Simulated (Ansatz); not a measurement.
## A series of single points on Pd

System: Pd (P6₃/mmc, 2 atoms in the cell).
Method: DFT, LDA (PW92), plane waves (420 eV) with PAW, scalar-relativistic, spin-polarised (Ansatz 0.2.0).

The 5 runs differ only in the geometry, by an even scaling of the cell at fixed fractional positions.

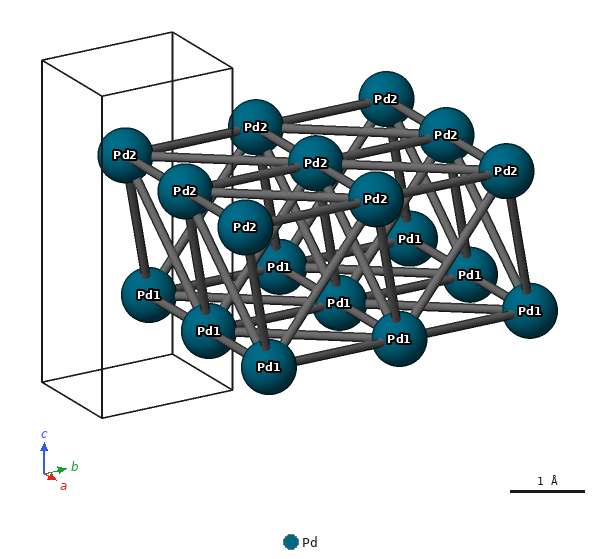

Figure 1. The structure of run 3 (ball-and-stick view of the cell of the calculation, repeated 3 × 3 × 1, seen slightly off an axis; atoms are numbered from 1 in the order of the input).

**Input of run 3**
```yaml
crystal:
  lattice:
    - [2.6539128046, 0.0, 0.0]
    - [-1.3269564023, 2.2983559082, 0.0]
    - [0.0, 0.0, 4.4730499137]
  atoms:
    - { symbol: Pd, position: [0.3333333333, 0.6666666667, 0.25], spin: 0.5 }
    - { symbol: Pd, position: [0.6666666667, 0.3333333333, 0.75], spin: -0.5 }
hamiltonian:
  xc: lda
  pseudopotentials:
    kind: paw
    azcp:
      Pd: "pseudopotentials/Pd.paw.azcp"
basis:
  ecutwfc: 420
  fft_grid_basis: typed
kpoints:
  mp_grid: { grid: [15, 15, 8], shift: [0, 0, 0] }
magnetization:
  spin_polarized: true
scf:
  occupations: { method: fermi_dirac, width: 0.05 }
  lower_state_search: "off"
output:
  stress: true
```

Run 4 differs from it as follows:
```diff
-    - [2.6539128046, 0.0, 0.0]
-    - [-1.3269564023, 2.2983559082, 0.0]
-    - [0.0, 0.0, 4.4730499137]
+    - [2.6902722927, 0.0, 0.0]
+    - [-1.3451361463, 2.3298441485, 0.0]
+    - [0.0, 0.0, 4.5343321852]
```

**Results, with one run withheld**

```csv
run,volume per atom (Å³),"free energy per atom, from the lowest run given (meV)",pressure (GPa)
1,12.505,171.14,40.45
2,13.074,58.98,23.49
3,13.642,0.00,10.31
4,14.210,?,?
5,15.916,94.07,−18.64
```

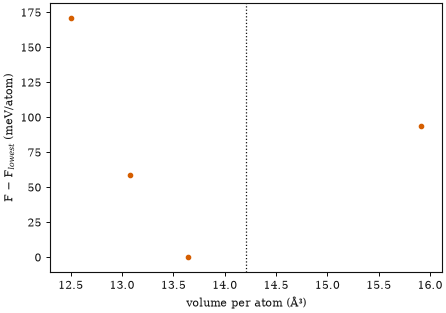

Figure 2. Free energy per atom of the runs given; the dotted line marks run 4.

What should run 4 give?

A quadratic polynomial in V^(−2/3) (the Birch–Murnaghan form), fitted to the 4 runs given, misses them by at most 1.09 meV per atom. With x = V^(−2/3) − 0.17475 Å⁻², it reads F = −3.8446 + 7425.3 x + 7.9552e+05 x² (meV per atom). At run 4 it gives −21.06 meV per atom, and the run itself gives −17.66. The slope of the fit gives a pressure −dF/dV of 0.75 GPa there, and the run prints 0.08 GPa. The two needn't agree exactly: the fit is approximate, and the printed stress is taken on a finite basis. The fit has its minimum at 14.256 Å³ per atom, where V d²F/dV² gives 230 GPa. Cell shape and fractional positions are held, so this is the stiffness under even scaling; the relaxed bulk modulus wasn't computed. So low a polynomial doesn't follow these energies more closely.

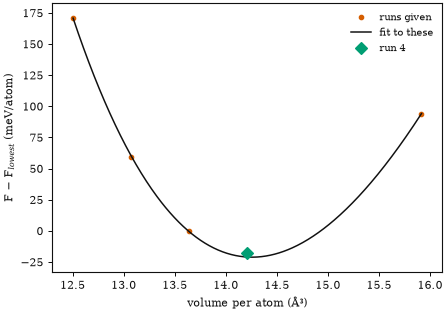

Figure 3. The fit and the withheld run.

**Output, shortened to warnings, some set-up lines, iterations and results (run 4)**
```
Warning: [file] the record states the generating functional pbe (its physics header spells it `PBE`), which answers neither for hamiltonian.xc's functional nor for the lda family's — results may be inconsistent (PPs are generated against a specific XC)
WARN: the starting moments were not kept: the SCF closed with an absolute magnetisation of 6.0e-6 μB, where they sum to 1 μB in size (2 sites). That is at most 0.1 of that sum. Measured as dr2_m measures the in/out step, that magnetisation stands 1.6e-11 eV from none, at or under the dr2_threshold of 1.0e-7 eV: it is no larger than a step whose dr2_m would equal this threshold. The system may …
Basis set: ecut = 420 eV, 549 PW (Γ)
Symmetry: 12 space group operations
k-points: 135 of 1800 (time reversal used)
Initial density: superposition of atomic densities (chi_scale 0.1, normalization cell)
[...]
SCF iter   1: F=—  HF=-13691.473038 eV  |F-HF|=—  |Δ(HF+E_count)|=         —  Δρ=9.04e-2 (↑9.04e-2 ↓9.04e-2)  dr2=8.31e0  dr2_m=1.67e-1  M=-0.000 μB ∫|m|=0.320 μB  β_m=0.30  …
SCF iter   2: F=—  HF=-13689.908390 eV  |F-HF|=—  |Δ(HF+E_count)|=    1.56e0  Δρ=5.42e-2 (↑5.42e-2 ↓5.42e-2)  dr2=2.81e0  dr2_m=9.75e-2  M=-0.000 μB ∫|m|=0.273 μB  β_m=0.30  …
SCF iter   3: F=—  HF=-13689.110418 eV  |F-HF|=—  |Δ(HF+E_count)|=   7.98e-1  Δρ=2.17e-2 (↑2.17e-2 ↓2.17e-2)  dr2=1.07e-1  dr2_m=5.79e-2  M=0.000 μB ∫|m|=0.232 μB  β_m=0.30  …
SCF iter   4: F=—  HF=-13689.100059 eV  |F-HF|=—  |Δ(HF+E_count)|=   1.04e-2  Δρ=1.23e-2 (↑1.23e-2 ↓1.23e-2)  dr2=5.35e-3  dr2_m=3.78e-2  M=-0.000 μB ∫|m|=0.189 μB  β_m=0.30  …
SCF iter   5: F=—  HF=-13689.104241 eV  |F-HF|=—  |Δ(HF+E_count)|=   4.18e-3  Δρ=9.84e-3 (↑9.84e-3 ↓9.83e-3)  dr2=1.07e-3  dr2_m=2.45e-2  M=0.000 μB ∫|m|=0.156 μB  β_m=0.30  …
[... 5 lines ...]
SCF iter  11: F=—  HF=-13689.112406 eV  |F-HF|=—  |Δ(HF+E_count)|=   1.66e-4  Δρ=5.18e-4 (↑5.18e-4 ↓3.57e-4)  dr2=3.17e-4  dr2_m=7.51e-6  M=0.000 μB ∫|m|=0.002 μB  β_m=0.65  …
SCF iter  12: F=—  HF=-13689.112388 eV  |F-HF|=—  |Δ(HF+E_count)|=   1.81e-5  Δρ=1.33e-4 (↑1.01e-4 ↓1.33e-4)  dr2=3.90e-6  dr2_m=3.07e-6  M=0.000 μB ∫|m|=0.001 μB  β_m=0.82  …
SCF iter  13: F=-13689.112389 eV  HF=-13689.112389 eV  |F-HF|=8.01e-9  |Δ(HF+E_count)|=   9.21e-7  Δρ=9.85e-6 (↑7.29e-6 ↓9.85e-6)  dr2=1.39e-8  dr2_m=1.76e-8  M=0.000 μB …
SCF iter  14: F=-13689.112389 eV  HF=-13689.112389 eV  |F-HF|=2.69e-10  |Δ(HF+E_count)|=   5.81e-9  Δρ=5.80e-7 (↑5.16e-7 ↓5.80e-7)  dr2=3.03e-10  dr2_m=2.61e-11  M=0.000 μB …
SCF 1 converged in 14 iterations: F = -13689.112389 eV  dr2 = 3.03e-10
SCF converged after 14 iterations
Magnetization: 0.0000 μB (18.0000 up, 18.0000 down)
Absolute magnetization: 0.0000 μB (∫|ρ↑−ρ↓|, with the PAW one-centre terms)
Spin contamination: 0.0000 ħ² per cell (⟨S²⟩ above its minimum at these occupations)
Per-site moments (μB) at R_I (Å): [(3.7400683025459864e-6, 1.109737320720744), (2.1437507050242725e-6, 1.109737320720744)]
Free energy (F): -13689.112389 eV
Harris-Foulkes:  -13689.112389 eV  (|F-HF|=2.69e-10)
Internal energy: -13689.073120 eV  (E = F + TS)
E sigma→0 (E₀):  -13689.092754 eV
Entropy (-TS):   -0.039269 eV (-19.635 meV/atom)
Fermi energy:    20.486292 eV
--- Per-component energies (eV) ---
  E_band       = -252.392364
  E_kinetic    = 1028.721657
  E_local      = -3402.088206  (includes V_loc(G=0)·N_el)
  E_nonlocal   = 445.709299
  E_hartree    = 1381.375457
  E_xc         = -336.273024
  E_vxc        = -423.858415  (∫ρ·V_xc dr)
  E_paw        = -7245.507428  (= ΣΔE_a)
  E_vpaw       = -663.628815  (= ΣTr[D̂ρ^β])
  E_aug_tail   = 0.000419  (compensation charges beyond the density's cutoff)
  E_ewald      = -5562.372761
  E_core_change = 1.361468  (= ΣΔE_core)
  E_smearing   = -0.039269  (= −TS)
  E_closure    = 0.000000  (closes the sum)
  Σ components = -13689.112389   (vs F -13689.112389, Δ=0.00e0)
--- Stress (GPa, compression-positive) ---
        0.328936       0.000000      -0.000000
        0.000000       0.328936      -0.000000
       -0.000000      -0.000000      -0.415101
  P = ⅓ Tr σ = 0.0809 GPa (0.809 kbar)
```

Warnings of the run: the PAW datasets were made with another functional; some starting moments were not kept.
